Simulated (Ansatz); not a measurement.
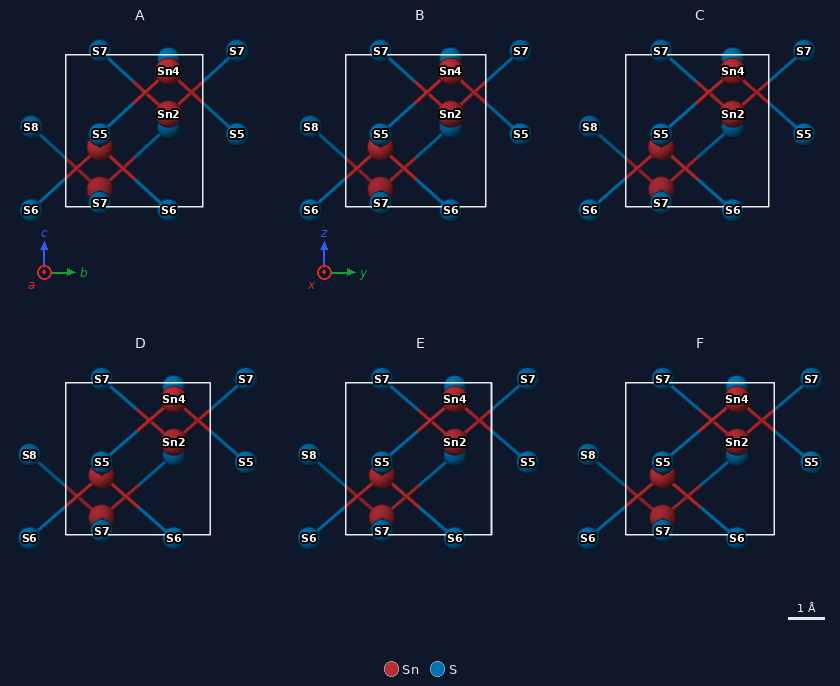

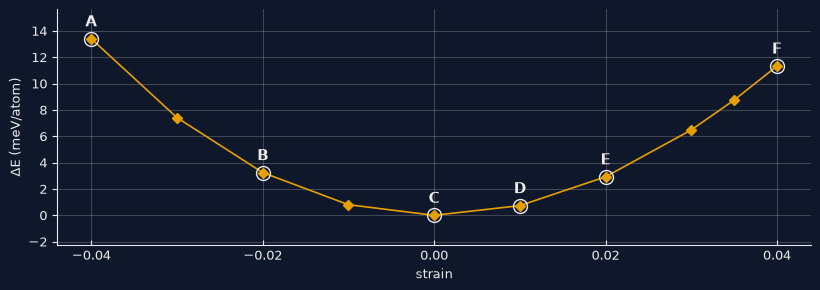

A crystal of SnS (Pnma): the cell is strained along y alone, with the atoms kept at their fractional coordinates. x, y and z are the Cartesian axes of the input. The lettered frames are marked on the plot. The picture is a ball-and-stick view of the cell of the calculation, repeated 1 × 1 × 1 with one cell outlined, seen along the a axis.

Level of theory: DFT PBEsol, scalar-relativistic, plane waves, PAW in Ansatz. Set-up: plane-wave cutoff 420 eV; k-point mesh 4 × 8 × 6; occupations gaussian; smearing width 0.05 eV; no spin polarisation. Energies (free energies at the smearing named) are counted from the relaxed crystal.

> Read off the main features of the energy profile.

The lowest computed point lies at the strain 0.00 (0.0 meV/atom). The curvature at zero strain, (1/V) d²E/dε², is about 110 GPa; it is C₂₂ with clamped ions. The distortion keeps the space group Pnma. At the strain −0.04 the cell of the drawing goes b 3.984 → 3.825 Å.

The computed points:

| strain | ΔE (meV/atom) |
| --- | --- |
| −0.040 | 13.4 |
| −0.030 | 7.4 |
| −0.020 | 3.2 |
| −0.010 | 0.8 |
| 0.000 | 0.0 |
| 0.010 | 0.7 |
| 0.020 | 2.9 |
| 0.030 | 6.5 |
| 0.035 | 8.8 |
| 0.040 | 11.3 |
